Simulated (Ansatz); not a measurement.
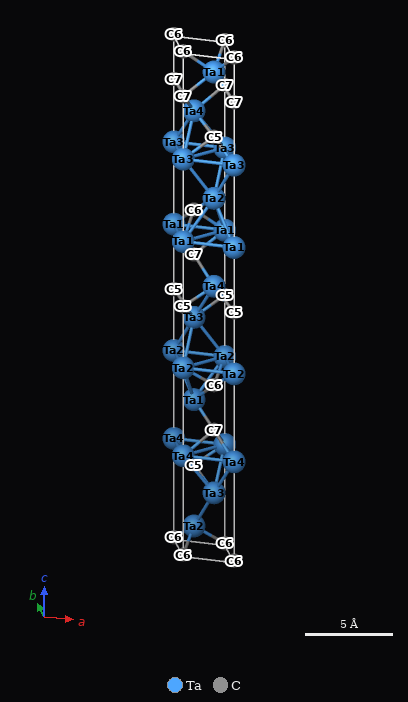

Figure 1. The input geometry (ball-and-stick view of the cell 3 times as large as that of the calculation, set on its symmetry axes, seen at an oblique angle; atoms are numbered from 1 in the order of the input). An atom can appear more than once, as a periodic image.

# Single-point calculation, with input and output: Ta4C3

- system: Ta4C3 (R3m, 7 atoms in the cell)
- method: DFT r2SCAN, scalar-relativistic, plane waves, PAW, no spin polarisation (Ansatz 0.2.0)

The structure derives from a Materials Project entry. It belongs to a series of runs on one base structure; here: atom 4 (Ta) moved +0.150 A along Cartesian [0 0 1]. Figures and captions count atoms from 1; the log counts them from 0 in places.

## The program's output
```
basis.fft_grid_basis auto: the FFT boxes are laid along the combinations [[1, -1, 0], [0, 1, 0], [0, -1, 1]] of the cell's own vectors, 3.118, 10.376 and 3.118 Å long. The dense box has 24×80×24 points. Along the cell's own vectors, as sized, it would have 80×80×80, 11.11 times as many. Of the 6 symmetry operations that the crystal satisfies within crystal.symmetry.tolerance (time reversal apart; of a slab, those that keep its plane) the dense box along the cell's own vectors carries 6, and the one as laid loses 4 of those. basis.fft_grid_basis: typed keeps the cell's own vectors: state it where this run's energies or levels are differenced outside the engine with another run's, or held beside a run that keeps those vectors. Those combinations have planes normal to reciprocal vector 3, as the cell's own vectors have. Each planar average written beside output.write_density, output.write_potential has a row for each plane of the box: 24. The volumetric files lie along those combinations, not along the cell's own vectors: a cube or XSF file states them, and fields.json those of NumPy files.
Engine: ansatz 0.2.0, x86_64-unknown-linux-gnu
Pseudopotentials: kind: paw
Pseudopotential: Ta, paw, valence charge 13, recommended cutoff 500 eV (meta_gga), Ta.paw.azcp
Pseudopotential: C, paw, valence charge 4, recommended cutoff 500 eV (meta_gga), C.paw.azcp
Functional definition: r2SCAN
  parameter k0 = 0.174
  parameter k1 = 0.065
  parameter a1 = 4.9479
  exchange = r2scan_x(k0 = k0, k1 = k1, a1 = a1)
  correlation = r2scan_c
Crystal: 7 atoms, lattice volume = 86.024 Å³
Basis set: ecut = 500 eV, 2191 PW (Γ), FFT grids on a1−a2, a2, −a2+a3, exchange–correlation on 96×320×96 points (64 copies of the dense FFT grid, shifted against one another)
Bands: 39, of which v1, the nominal top of the filled ones, is band 32 counted from 1 (31 counted from 0)
Symmetry: 6 space group operations
Space group: R3m (ITA 160), of the structure as read, at distance tolerance 4.4e-5 Å
k-points: 189 of 1728 (time reversal used)
Non-local potential: Ta, projectors of the file, l = 0: 3, l = 1: 2, l = 2: 2, l = 3: 1
Non-local potential: C, projectors of the file, l = 0: 2, l = 1: 2, l = 2: 1
PAW form: soft (Blöchl's): semilocal exchange-correlation on the pseudo side does not see the compensation charge
PAW frozen core: Ta, regenerated for the run's functional (the file was generated under x = pbe(κ = 0.804, μ = 0.2195149727645171), c = pbe(β = 0.06672455060314922))
PAW frozen core: C, regenerated for the run's functional (the file was generated under x = pbe(κ = 0.804, μ = 0.2195149727645171), c = pbe(β = 0.06672455060314922))
PAW one-centre angular grid: Ta, 590 points (default); XC on 160 Gauss nodes
PAW one-centre angular grid: C, 302 points (default); XC on 239 of its mesh's 2573 points in the sphere
Initial density: superposition of atomic densities (neutral atoms: chi_scale 0, normalization atom), corrected by the library's trained network
Initial wavefunctions: pseudopotential atomic-orbital guess
Functional: x = r2scan, c = r2scan; τ floored in thin density (d = 2e-4 eV/Å³)
SCF iter   1: F=—  HF=-40536.518702 eV  |F-HF|=—  |Δ(HF+E_count)|=         —  Δρ=1.22e-2  dr2=8.75e-1  dr2_τ=5.02e-1  ethr=1.77e-3  ⟨swp⟩=5.7  Hψ=29575  notcnv=0
preconditioner: auto → Kerker (q_TF=auto, 2.597 Å⁻¹)  [metal: Δε(μ)=0.002 eV  Ē_g=8.034 eV  σ=0.150 eV  W_gap=0.01  n_scr=32 (ndim 8)  ℏωp=22.6 eV  f_vac=0.000  D(μ)=1.60/eV (n_scr^D=4)]
SCF iter   2: F=—  HF=-40536.629880 eV  |F-HF|=—  |Δ(HF+E_count)|=   1.11e-1  Δρ=7.15e-3  dr2=1.91e-1  dr2_τ=5.23e-3  ethr=1.37e-3  ⟨swp⟩=1.0  Hψ=8886  notcnv=0  defer=1
SCF iter   3: F=—  HF=-40536.628845 eV  |F-HF|=—  |Δ(HF+E_count)|=   1.04e-3  Δρ=2.56e-3  dr2=3.27e-2  dr2_τ=1.83e-3  ethr=2.98e-4  ⟨swp⟩=1.5  Hψ=7609  notcnv=0  defer=1
SCF iter   4: F=—  HF=-40536.627190 eV  |F-HF|=—  |Δ(HF+E_count)|=   1.65e-3  Δρ=8.34e-4  dr2=2.80e-3  dr2_τ=2.26e-4  ethr=5.11e-5  ⟨swp⟩=2.0  Hψ=8728  notcnv=0  defer=1
SCF iter   5: F=—  HF=-40536.626999 eV  |F-HF|=—  |Δ(HF+E_count)|=   1.92e-4  Δρ=3.87e-4  dr2=2.00e-4  dr2_τ=7.84e-6  ethr=4.37e-6  ⟨swp⟩=2.0  Hψ=10069  notcnv=0  defer=1
SCF iter   6: F=—  HF=-40536.627023 eV  |F-HF|=—  |Δ(HF+E_count)|=   2.43e-5  Δρ=8.28e-5  dr2=1.65e-5  dr2_τ=1.17e-6  ethr=3.13e-7  ⟨swp⟩=2.3  Hψ=10687  notcnv=0  defer=1
SCF iter   7: F=—  HF=-40536.627025 eV  |F-HF|=—  |Δ(HF+E_count)|=   2.21e-6  Δρ=3.08e-5  dr2=1.59e-6  dr2_τ=2.06e-7  ethr=2.58e-8  ⟨swp⟩=2.0  Hψ=10076  notcnv=0  defer=306
SCF iter   8: F=—  HF=-40536.627025 eV  |F-HF|=—  |Δ(HF+E_count)|=   8.49e-8  Δρ=7.90e-6  dr2=1.56e-7  dr2_τ=1.13e-8  ethr=2.48e-9  ⟨swp⟩=2.0  Hψ=10051  notcnv=0  defer=306
SCF iter   9: F=-40536.627025 eV  HF=-40536.627025 eV  |F-HF|=1.73e-8  |Δ(HF+E_count)|=   1.14e-8  Δρ=3.40e-6  dr2=2.59e-8  dr2_τ=2.08e-9  ethr=1.56e-10  ⟨swp⟩=15.3  Hψ=52858  notcnv=0
SCF 1 converged in 9 iterations: F = -40536.627025 eV  dr2 = 2.59e-8
  greatest PAW one-centre occupation: 0.998 electrons in one spin orbital (limit 2), on the Ta atom at site 0 (counted from 0), in its partial waves of l = 0
```

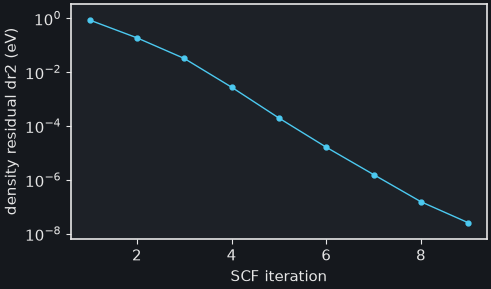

Figure 2. Convergence of the self-consistent field: density residual dr2 against the SCF iteration. The residual falls at every step.

```
SCF converged after 9 iterations
Free energy (F): -40536.627025 eV
Harris-Foulkes:  -40536.627025 eV  (|F-HF|=1.73e-8)
Internal energy: -40536.609649 eV  (E = F + TS)
E sigma→0 (E₀):  -40536.618337 eV
Entropy (-TS):   -0.017376 eV (-2.482 meV/atom)
Fermi energy:    19.028456 eV
--- Per-component energies (eV) ---
  E_band       = -387.239182
  E_kinetic    = 1741.117192
  E_local      = -2391.382759  (includes V_loc(G=0)·N_el)
  E_nonlocal   = 137.146248
  E_hartree    = 831.944737
  E_xc         = -964.728155
  E_vxc        = -1089.751947  (∫ρ·V_xc dr)
  E_paw        = -33994.677215  (= ΣΔE_a)
  E_vpaw       = -502.712430  (= ΣTr[D̂ρ^β])
  E_aug_tail   = 0.000332  (compensation charges beyond the density's cutoff)
  E_vtau       = 54.454316  (kinetic-family band-sum trace: ∫τ·v_τ [+ j·A + Jᵃ·Aᵃ] dr)
  E_ewald      = -5892.930588
  E_core_change = -3.099442  (= ΣΔE_core)
  E_smearing   = -0.017376  (= −TS)
  E_closure    = 0.000000  (closes the sum)
  Σ components = -40536.627025   (vs F -40536.627025, Δ=0.00e0)
--- Forces (eV/Å), atoms counted from 1 ---
  atom   1  Ta     0.00000000     0.00000000     0.56053896
  atom   2  Ta     0.00000000     0.00000000     0.08443364
  atom   3  Ta     0.00000000     0.00000000     0.88955056
  atom   4  Ta     0.00000000    -0.00000000    -3.53181138
  atom   5  C      0.00000000     0.00000000     1.23727389
  atom   6  C      0.00000000    -0.00000000    -0.00172438
  atom   7  C      0.00000000     0.00000000     0.76178712
  max |Σ_I F_I| component: 4.84e-5 eV/Å
--- Stress (GPa, compression-positive) ---
        2.195105       0.000000       0.000000
        0.000000       2.195105      -0.000000
        0.000000      -0.000000       1.201663
  P = ⅓ Tr σ = 1.8640 GPa (18.640 kbar)
--- Band table (eV; the first three rows and the last of 189) ---
  k-point 0: bands = ["-51.4046", "-51.2230", "-51.0340", "-50.6068", "-17.5691", "-17.2846", "-17.0722", "-17.0722", "-16.8937", "-16.8482", "-16.8482", "-16.6611", "-16.6611", "-16.3882", "-16.2529", "-16.2529", "4.1366", "5.1916", "6.9815", "10.8051", "11.9813", "13.9126", "13.9126", "14.7970", "14.7970", "15.6773", "16.2757", "16.6960", "16.6960", "18.5212", "18.5212", "18.5392", "19.9893", "19.9893", "20.0826", "20.4098", "20.4098", "20.8840", "20.8840"]
  k-point 1: bands = ["-51.4019", "-51.2204", "-51.0315", "-50.6044", "-17.5549", "-17.2806", "-17.1194", "-17.0827", "-16.9179", "-16.8597", "-16.8584", "-16.7013", "-16.6697", "-16.3864", "-16.2904", "-16.2615", "4.2987", "5.2922", "7.0129", "10.9964", "12.0201", "13.7755", "13.9823", "14.4755", "14.8459", "15.6628", "16.2625", "16.3999", "16.6101", "18.1836", "18.5998", "18.6782", "19.1471", "19.8529", "19.8569", "20.4761", "20.7920", "21.0677", "21.1254"]
  k-point 2: bands = ["-51.3945", "-51.2133", "-51.0247", "-50.5977", "-17.5173", "-17.2868", "-17.2270", "-17.1114", "-17.0208", "-16.8863", "-16.8629", "-16.7999", "-16.6933", "-16.3997", "-16.3752", "-16.2849", "4.7504", "5.5569", "7.0656", "11.5061", "12.1496", "13.4815", "13.8512", "14.1359", "14.9325", "15.2821", "15.8374", "16.2882", "16.4253", "17.4430", "18.1933", "18.6763", "19.1242", "19.7235", "20.0325", "20.4176", "20.9056", "21.6932", "21.7650"]
  k-point 188: bands = ["-51.4045", "-51.2230", "-51.0340", "-50.6068", "-17.5450", "-17.3362", "-17.0722", "-17.0722", "-16.8528", "-16.8482", "-16.8482", "-16.6610", "-16.6610", "-16.4016", "-16.2529", "-16.2529", "4.2400", "4.9761", "7.1791", "10.4844", "12.3355", "13.9180", "13.9180", "14.7722", "14.7722", "15.1077", "16.7745", "16.7745", "17.1642", "17.9445", "18.5431", "18.5431", "19.6520", "19.6520", "20.1853", "20.1853", "20.2700", "21.3640", "21.3640"]
```

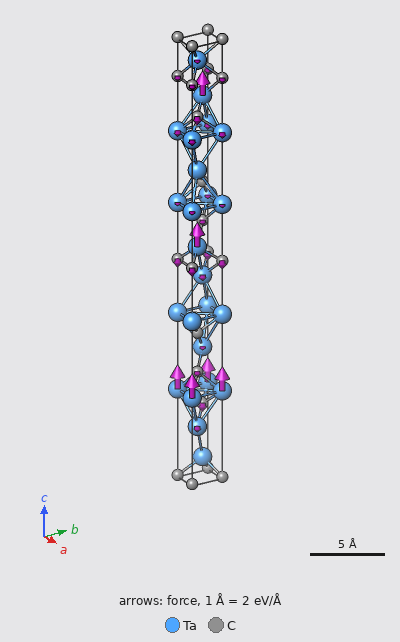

Figure 3. Forces on the atoms as pink arrows (ball-and-stick view of the cell 3 times as large as that of the calculation, set on its symmetry axes, seen slightly off an axis); the smallest are left out. The largest act on Ta4 (3.53 eV/Å); C5 (1.24 eV/Å). Atoms are counted from 1 in the order of the input and aren't labelled in the picture. The geometry is not a stationary point of this energy.

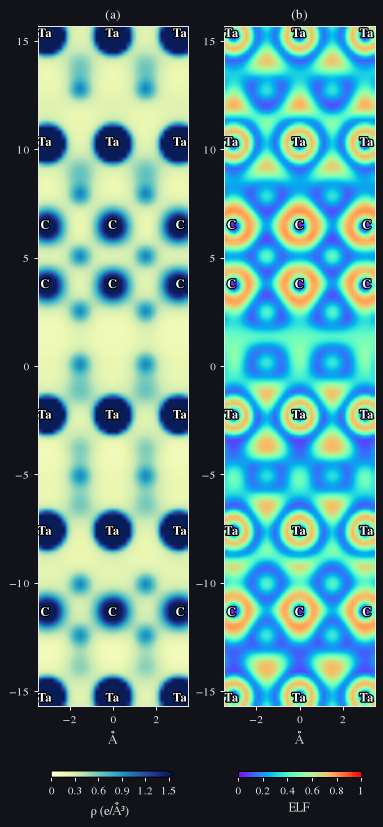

Figure 4. (a) valence electron density; (b) ELF on the (010) plane of the conventional cell. Atoms in the plane: Ta and C. Ta–Ta (3.12 Å): the density is about 0.24 e/Å³ at the midpoint; the ELF is about 0.25 at the midpoint (no localised pair between them). Away from the nuclei the density in this plane falls to 0.12 e/Å³ at its lowest.  The strong features right at Ta lie inside the PAW spheres (semicore, d or f shells) and say nothing about bonding. The fields are those of the smooth PAW valence density.

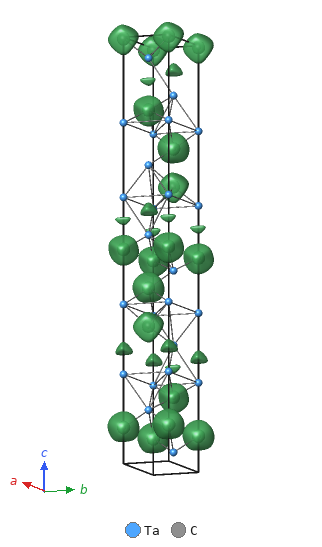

Figure 5. Isosurface of the electron localisation function at 0.6 (green), seen at an oblique angle. Core shells and regions of very low density are left out. Sticks mark near contacts. The outline is the cell set on symmetry axes. Values along the shortest contacts: Ta–C (2.12 Å): the ELF is about 0.25 at the midpoint (a polar contact without a shared pair, in a metal). Ta–Ta (2.97 Å): the ELF is about 0.25 at the midpoint (no shared electron pair).

This output came from the following input.

## Input
```yaml
crystal:
  lattice:
    - [1.5588995839, 0.9000310946, 10.2185930755]
    - [-1.5588995839, 0.9000310946, 10.2185930755]
    - [0.0, -1.8000621886, 10.2185930756]
  atoms:
    - { symbol: Ta, position: [0.3734425207, 0.3734425207, 0.3734425207] }
    - { symbol: Ta, position: [0.624481764, 0.624481764, 0.624481764] }
    - { symbol: Ta, position: [0.2097724882, 0.2097724882, 0.2097724882] }
    - { symbol: Ta, position: [0.7993239778, 0.7993239778, 0.7993239778] }
    - { symbol: C, position: [0.5023710678, 0.5023710678, 0.5023710678] }
    - { symbol: C, position: [0.9957490512, 0.9957490512, 0.9957490512] }
    - { symbol: C, position: [0.0847521818, 0.0847521818, 0.0847521818] }
basis:
  ecutwfc: 500
kpoints:
  mp_grid: { grid: [12, 12, 12] }
hamiltonian:
  xc: r2scan
scf:
  occupations: { method: gaussian, width: 0.15 }
output:
  forces: true
  stress: true
  eigenvalues: true
  write_density: true
  write_potential: true
  elf: true
  volumetric_format: npy
```

Launch command:
```bash
ansatz run input.yaml --threads 2 --pin off --max-ram 5120MiB --backend cpu --events-out ev --progress --plain --runs-dir out
```

## Summary

```json
{"quantity": "outcome", "value": "converged"}
{"quantity": "space group (tolerance 0.01 Å)", "value": "R3m (160)"}
{"quantity": "electrons treated", "value": "64"}
{"quantity": "free energy", "value": "−40536.6270 eV"}
{"quantity": "Fermi energy", "value": "19.028 eV"}
{"quantity": "gap on the k-point mesh", "value": "none (metallic)"}
{"quantity": "pressure", "value": "1.86 GPa"}
{"quantity": "largest force (length of the vector)", "value": "3.532 eV/Å"}
{"quantity": "hardware", "value": "2 threads of Intel Xeon @ 2.50GHz (Skylake/Cascade Lake), 32 GiB of memory available, shared host"}
{"quantity": "wall time", "value": "92 s (CPU time 3 min)"}
{"quantity": "peak memory", "value": "0.94 GiB"}
```

## Notes

Spin–orbit coupling is left out, which matters for Ta.
